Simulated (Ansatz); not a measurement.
Single-point calculation of Mg₆₄O₆₄ (part 2 of 2)

The same run, continued: Mg₆₄O₆₄ (P1, 128 atoms in the cell); DFT, PBE, PAW, plane waves (Ansatz 0.2.0); cutoff 420 eV, 1×1×1 k-mesh, Fermi–Dirac smearing of 0.01 eV. The structure was built on a prototype by a generator.

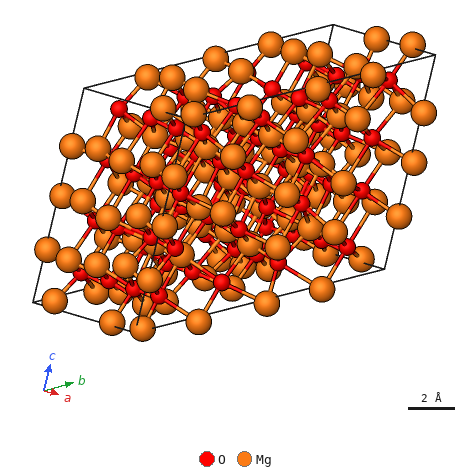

Fig. 1: The structure as given in the input (ball-and-stick view of the reduced cell, seen slightly off an axis).

## Output, continued
```
--- Forces (eV/Å), atoms counted from 1 ---
  atom   1  O      0.13109430    -3.40716503     1.48838379
  atom   2  O      2.68699847    -1.93557012    -0.80558012
  atom   3  O     -0.71115195     4.54560478     0.16804944
  atom   4  O     -5.21665713     0.48171030     0.55135042
  atom   5  O     -5.93639855    -2.45390082     2.86255854
  atom   6  O     -1.60495009    -0.38396781    -2.04656833
  atom   7  O      0.12124019     9.28633941    -3.96074848
  atom   8  O      0.60039316     1.83648318    -5.08742494
  atom   9  O      0.14222102     0.83824364    -1.61373940
  atom  10  O     -1.47228090     3.02636312     0.43857818
  atom  11  O      0.94511101     0.51014990     4.41080417
  atom  12  O      0.59222209     3.51972994     0.65338675
  atom  13  O     -3.72451556    -3.55462023     1.65226233
  atom  14  O      0.13889759    -4.21623308     0.58392823
  atom  15  O     -0.29973503     1.47574837     0.61665188
  atom  16  O      2.60933873    -0.57931376     2.21545168
  atom  17  O     -8.65490841    -0.30924695    -0.05175856
  atom  18  O      3.61828055     0.44654301     7.18578938
  atom  19  O     -1.26426450     0.53180676    -0.63746818
  atom  20  O     -0.51625906    -1.23801114     0.83018612
  atom  21  O     -0.77033692    -2.51573639    -1.12125833
  atom  22  O     -3.24991963     1.21496359     3.86357645
  atom  23  O      1.13702787    -0.11902250    -1.68163952
  atom  24  O     -0.90847946     1.10038440     2.09371451
  atom  25  O      0.28840884    -1.78398656     3.24031958
  atom  26  O      1.92107217     2.81726177    -1.70786036
  atom  27  O      0.77475278    -3.35404835    -3.29630090
  atom  28  O      3.11979349    -3.94620994     2.45373412
  atom  29  O      0.06320005     2.57377880    -1.55693103
  atom  30  O     -0.38001757    -0.49164379     1.41981244
  atom  31  O      0.45508208    -7.03199582     1.15024164
  atom  32  O      3.62845048    -0.44238294    -4.96542920
  atom  33  O      1.20870736     3.69907776     1.56877142
  atom  34  O      0.00809431     2.60538862    -4.34303799
  atom  35  O     -0.53554549     5.28793818    -0.54122930
  atom  36  O      0.22391829    -1.79423223     0.18063325
  atom  37  O      0.52585991     1.86923452     9.58210643
  atom  38  O      0.00063233    -2.01835553    -1.91515071
  atom  39  O     -0.37263183    -4.64683450     7.40192772
  atom  40  O     -0.72654304     0.50957401    -1.34522614
  atom  41  O     -0.23286357     2.66020186    -0.10334439
  atom  42  O     -0.06209914     6.84844981    -0.29192558
  atom  43  O     -2.08948670    -0.54469776     1.25227016
  atom  44  O      0.17353091    -2.30166044    -2.65953534
  atom  45  O      4.14532072     4.61415487     2.91314351
  atom  46  O      1.47091299     2.27834180    -2.20888159
  atom  47  O     -0.93239945    -2.43121682    -1.26931377
  atom  48  O      0.05252038    -1.88928836     2.60367729
  atom  49  O     -0.04937186    -3.02794589     0.17497195
  atom  50  O     -2.03742341    -0.19271832     2.49363448
  atom  51  O      7.33716922    -3.45272668    -2.48854253
  atom  52  O      0.12429771    -0.44987889     0.21491809
  atom  53  O      0.37139012     0.50301401     2.74593626
  atom  54  O     -1.19171187    -0.70149177    -7.04338541
  atom  55  O      1.76123526    -1.30642378    -1.88595599
  atom  56  O     -1.84129216    -1.13839171     1.70272504
  atom  57  O     -3.92929388    -1.53870544     2.07309353
  atom  58  O      1.11414190     1.30446744     1.20450738
  atom  59  O      3.19143139    -0.33272066     0.22638797
  atom  60  O     -0.02920088     0.57252771    -3.64915614
  atom  61  O      2.84432986     5.33538647    -3.28024068
  atom  62  O     -0.12620490     2.51208393     1.11043194
  atom  63  O     -3.41958619    -1.54829810     2.55118587
  atom  64  O     11.48770870    -0.82833446    -1.40364991
  atom  65  Mg    -1.89581792    -1.25165539   -10.02681266
  atom  66  Mg     0.60651866     4.76953764    -3.16436762
  atom  67  Mg    -4.05119382    -4.00807207    -1.80656295
  atom  68  Mg    -0.80720050    -4.16614485    -1.32309506
  atom  69  Mg    -2.03636423     0.33857859    -1.25096127
  atom  70  Mg     6.33652404     2.19092122     3.83636712
  atom  71  Mg    -4.34983686     1.69410455     5.17934782
  atom  72  Mg     1.31293436    -1.42926300     2.98831963
  atom  73  Mg    -1.36481654     0.52408041    -8.14552007
  atom  74  Mg     7.31809135    -0.43796951     1.68321501
  atom  75  Mg     7.44910769    -1.22641262     0.97138315
  atom  76  Mg     2.49388136    -1.75799551     0.59491630
  atom  77  Mg     1.13352903    -0.53701779    -0.06029535
  atom  78  Mg    -2.52632402    -1.91454844    -2.39053895
  atom  79  Mg    -1.53918417    -0.83528934     0.16744028
  atom  80  Mg    -1.52241489     8.29686025     0.49654825
  atom  81  Mg    -0.36318241     5.73729296     5.09428915
  atom  82  Mg     1.56179635     0.71805710    -3.75687099
  atom  83  Mg    -2.36555278    -0.04114617     0.54224761
  atom  84  Mg     0.91440865     7.28766116    -5.90497214
  atom  85  Mg    11.14479379     0.08657503    -2.05239498
  atom  86  Mg     0.11955210     0.84536064    -1.82111522
  atom  87  Mg     0.35433288     0.16276020     1.58674967
  atom  88  Mg     1.10448387    -2.98037525    -5.08462658
  atom  89  Mg    -1.98014216     1.95120382    -1.28862785
  atom  90  Mg    -1.34309830    -9.25386450     3.74025671
  atom  91  Mg     0.77414662     5.17770328    -0.02480100
  atom  92  Mg     0.94479821     0.36640819     2.13536054
  atom  93  Mg     0.66240811     2.27993058     1.91667987
  atom  94  Mg    -0.50385706     1.24447289    -0.94009465
  atom  95  Mg    -3.28235238    -3.64673818    -1.07864204
  atom  96  Mg     2.16349573    -0.59842703     0.21816027
  atom  97  Mg    -0.20270306     0.43428849     3.06840411
  atom  98  Mg    -1.12709955    -2.10463430     1.19889800
  atom  99  Mg     1.10970914     3.95438730    -2.82163973
  atom 100  Mg     0.07868831   -10.44352917    -2.74720609
  atom 101  Mg     0.18467571    -0.74425175     7.09953015
  atom 102  Mg    -0.29580933    -0.91200518     6.87711699
  atom 103  Mg    -1.39963537     0.13346364    -1.49002245
  atom 104  Mg     1.21422108    -1.98721391     2.10325317
  atom 105  Mg     0.21733596    -0.47758551    -8.55537450
  atom 106  Mg     2.45986502     0.00054208     3.62684414
  atom 107  Mg     0.03765040     0.65956746     0.01673013
  atom 108  Mg    -1.91856334     0.64612402    -0.26387669
  atom 109  Mg     1.34768507     0.18369604     1.49450262
  atom 110  Mg    -2.65876442    -1.79756021    -1.37569577
  atom 111  Mg    -1.55048394    -2.55119316    -0.48528608
  atom 112  Mg     0.46501924    -0.87618852     4.61005946
  atom 113  Mg     4.09673011     7.05321942    -0.69604540
  atom 114  Mg     1.62409103    -3.48154952     1.59767219
  atom 115  Mg    -0.12064094     0.86518787     0.46813206
  atom 116  Mg    -6.75881364    -3.15525967    -0.94333847
  atom 117  Mg     0.16458900    -1.24713693    -8.90063115
  atom 118  Mg    -0.97817292    -5.57070027     1.18304868
  atom 119  Mg     0.14084296     2.23343632     1.40796060
  atom 120  Mg    -0.95738755     1.95600373    -4.12075825
  atom 121  Mg    -3.96754676     0.32466089     3.83973282
  atom 122  Mg    -1.58543331     1.78471868    -0.84558410
  atom 123  Mg     0.06322127     1.76049602     1.30917489
  atom 124  Mg     2.23566569    -0.76266939     0.16696083
  atom 125  Mg    -4.34235328    -0.61870209     0.81478545
  atom 126  Mg    -1.58806408     0.22309705    -1.38532049
  atom 127  Mg    -9.88532026    -2.09105269    -2.18263493
  atom 128  Mg     0.70408432     0.12378627    -0.01819927
  max |Σ_I F_I| component: 7.32e-6 eV/Å
--- Band table (eV) ---
  k-point 0: bands = ["-65.0632", "-64.8478", "-64.7336", "-64.6317", "-64.5856", "-64.3530", "-64.3213", "-64.2799", "-64.1734", "-64.0717", ... 430 levels left out ..., "7.6601", "7.6832", "7.6907", "7.7146", "7.7401", "7.7611", "7.7702", "7.8003", "7.8522", "7.8904", "7.9015", "7.9288", "7.9670", "7.9858", "8.0123", "8.0574", "8.1315", "8.1436", "8.1806", "8.2046", "8.2221", "8.2607", "8.2747", "8.2931", "8.3427", "8.3551", "8.3625", "8.3761", "8.4047",
      "8.4068", "8.4377", "8.4797", "8.5081", "8.5267", "8.5597", "8.5734", "8.6087", "8.6327", "8.6519", "8.6972", "8.7378", "8.7528", "8.7972", "8.8419", "8.8647", "8.8984", "8.9337", "8.9589", "9.0273", "9.0369", "9.0884", "9.1166", "9.1393", "9.1676", "9.1720", "9.2116", "9.2630", "9.2847", "9.3513", "9.3834", "9.4132", "9.5928", "9.6363", "9.6546", "9.7087", "9.7639", "10.0090", "10.1952", "10.4094",
      "10.4837", "10.9983", "11.2653", "13.4694", "14.6334", "15.0191", "15.2231", "15.3642", "15.4688", "15.5223", "15.7318", "15.9234", "16.0290", "16.1620", "16.2410", "16.2912", "16.3943", "16.4954", "16.6254", "16.7219", "16.7929", "16.8140", "16.9114", "16.9975", "17.1526", "17.2623", "17.2740", "17.3700", "17.5033", "17.5194", "17.6491", "17.7092", "17.7710", "17.8423", "17.9063", "17.9526", "17.9932", "18.0681", "18.1290", "18.2078",
      "18.2783", "18.3186", "18.4036", "18.4273", "18.4861", "18.5276", "18.5719", "18.6256", "18.6639", "18.6780", "18.7357", "18.7835", "18.8205", "18.8898", "18.9071", "18.9865", "19.0273", "19.0745", "19.0936", "19.1669", "19.2413", "19.2878", "19.3030", "19.3708", "19.4344", "19.4929", "19.5459", "19.5725", "19.5921", "19.6784", "19.7261", "19.7414", "19.8217", "19.8874", "19.9350", "19.9604", "20.0911", "20.1008", "20.1611", "20.2014",
      "20.2486", "20.3001", "20.4048", "20.4260", "20.4482", "20.5105", "20.5410", "20.5769", "20.6275", "20.6460", "20.6868", "20.7170", "20.7849", "20.8135", "20.8870", "20.9334", "20.9501", "20.9616", "21.0474", "21.0664", "21.1262", "21.1777", "21.2185", "21.2962", "21.3062", "21.3471", "21.3920", "21.4400", "21.4714", "21.5611", "21.5927", "21.6175", "21.6942", "21.7119", "21.7335", "21.7895", "21.8097", "21.8590", "21.8865", "21.9425",
      "21.9770", "22.0555", "22.0830", "22.1116", "22.1256", "22.1472", "22.1938", "22.2486", "22.3475", "22.3563", "22.3952"]
--- Löwdin populations: 128 sites ---
  site symbol       q [e]
     0      O      7.3699
     1      O      7.4183
     2      O      7.3787
     3      O      7.4328
     4      O      7.4537
     5      O      7.4082
     6      O      7.4398
     7      O      7.4095
     8      O      7.3776
     9      O      7.3545
    10      O      7.3644
    11      O      7.3747
    12      O      7.4432
    13      O      7.4052
    14      O      7.3857
    15      O      7.3805
    16      O      7.4357
    17      O      7.4187
    18      O      7.3788
    19      O      7.4078
    20      O      7.3773
    21      O      7.4001
    22      O      7.3941
    23      O      7.3923
    24      O      7.4228
    25      O      7.3733
    26      O      7.3876
    27      O      7.3218
    28      O      7.4070
    29      O      7.4069
    30      O      7.4011
    31      O      7.3587
    32      O      7.3955
    33      O      7.4272
    34      O      7.4085
    35      O      7.3961
    36      O      7.4173
    37      O      7.3840
    38      O      7.4501
    39      O      7.3817
    40      O      7.3917
    41      O      7.3808
    42      O      7.3846
    43      O      7.3821
    44      O      7.3701
    45      O      7.3991
    46      O      7.3989
    47      O      7.3737
    48      O      7.3602
    49      O      7.3750
    50      O      7.4054
    51      O      7.3785
    52      O      7.4042
    53      O      7.4244
    54      O      7.4019
    55      O      7.3761
    56      O      7.3482
    57      O      7.4089
    58      O      7.4308
    59      O      7.3926
    60      O      7.4439
    61      O      7.4277
    62      O      7.4015
    63      O      7.4072
    64     Mg      8.4340
    65     Mg      8.4558
    66     Mg      8.4518
    67     Mg      8.4588
    68     Mg      8.4634
    69     Mg      8.4391
    70     Mg      8.4741
    71     Mg      8.4726
    72     Mg      8.4313
    73     Mg      8.4533
    74     Mg      8.4546
    75     Mg      8.4433
    76     Mg      8.4828
    77     Mg      8.5009
    78     Mg      8.4774
    79     Mg      8.4382
    80     Mg      8.4442
    81     Mg      8.4812
    82     Mg      8.4291
    83     Mg      8.4688
    84     Mg      8.4554
    85     Mg      8.4401
    86     Mg      8.4567
    87     Mg      8.4800
    88     Mg      8.4553
    89     Mg      8.4347
    90     Mg      8.4688
    91     Mg      8.4429
    92     Mg      8.4299
    93     Mg      8.4706
    94     Mg      8.4826
    95     Mg      8.4682
    96     Mg      8.4647
    97     Mg      8.4438
    98     Mg      8.4532
    99     Mg      8.4533
   100     Mg      8.4738
   101     Mg      8.4522
   102     Mg      8.4468
   103     Mg      8.4479
   104     Mg      8.4668
   105     Mg      8.4635
   106     Mg      8.4606
   107     Mg      8.4807
   108     Mg      8.4762
   109     Mg      8.4444
   110     Mg      8.4642
   111     Mg      8.4626
   112     Mg      8.4331
   113     Mg      8.4599
   114     Mg      8.4478
   115     Mg      8.4490
   116     Mg      8.4429
   117     Mg      8.4442
   118     Mg      8.4671
   119     Mg      8.4625
   120     Mg      8.4620
   121     Mg      8.4632
   122     Mg      8.4914
   123     Mg      8.4398
   124     Mg      8.4722
   125     Mg      8.4598
   126     Mg      8.4266
   127     Mg      8.4669
  spilling = 0.009090 (of n_electrons = 1024.000000)
```

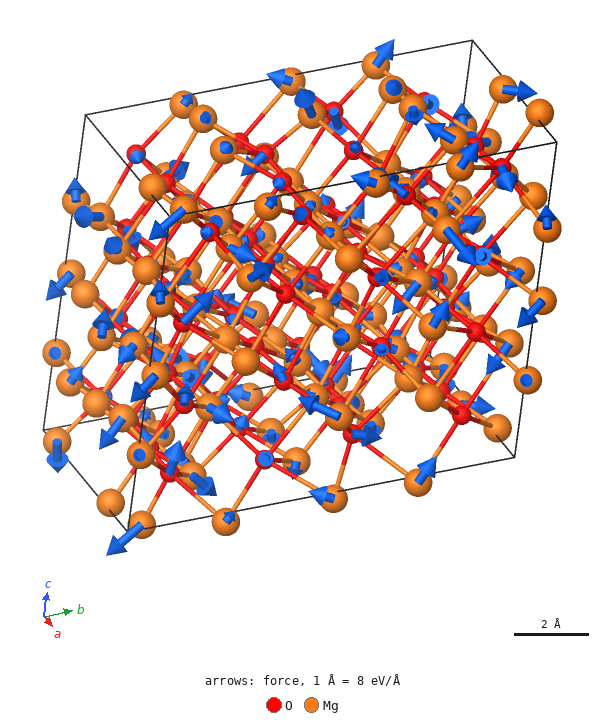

Fig. 2: Forces on the atoms as blue arrows (ball-and-stick view of the reduced cell, seen slightly off an axis); the smallest are left out. The largest act on O64 (11.60 eV/Å); Mg85 (11.33 eV/Å); Mg100 (10.80 eV/Å); Mg127 (10.34 eV/Å), among others. Atoms are counted from 1 in the order of the input and aren't labelled in the picture. 

## Results in brief

| quantity | value |
| --- | --- |
| outcome | converged |
| space group (tolerance 0.01 Å) | P1 (1) |
| electrons treated | 1024 |
| free energy | −159553.8402 eV |
| Fermi energy | 12.367 eV |
| largest force (length of the vector) | 11.603 eV/Å |
| hardware | 7 threads of Arm Neoverse-V2, shared host |
| wall time | 36 s (CPU time 3.8 min) |
| peak memory | 3.9 GiB |

## Notes

The k-point mesh is coarse for a cell of this size, so the results may not be converged.
